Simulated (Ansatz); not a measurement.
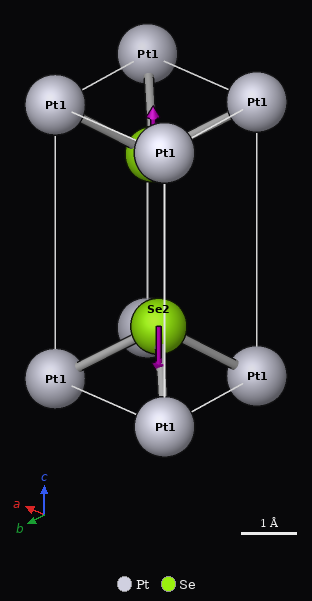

Crystalline PtSe$_{2}$ (built on the 1T (CdI2) bulk type). The purple arrows show how the atoms are displaced (without the part that the change of the cell carries along), magnified 20 times. Besides, the cell is strained by +4.0 % along c and none across it (volume +4.0 %). Style: ball-and-stick. Shown: the cell of the calculation, from a free direction.

Method: Ansatz 0.2.0, DFT, r2SCAN, plane waves, PAW. Settings: plane-wave cutoff 500 eV; k-point mesh 12 × 12 × 6; occupations fermi dirac; smearing width 0.02 eV; no spin polarisation.

Question: How are the atoms displaced, and what does the calculation give?

Answer: The Se atoms are displaced by 0.05 Å relative to the cell. No relaxation follows. Energy change: −6.1 meV per atom. The pressure goes from 1.4 to 0.4 GPa. The principal stresses (compression positive) are 0.6 GPa along c and 0.3 GPa across it. The largest forces, 0.029 eV/Å, act on 2 Se atoms of the calculation's cell. The space group stays P-3m1 (No. 164).

Limits of the set-up: layers or molecules are held without a dispersion correction, so their spacing is unreliable.
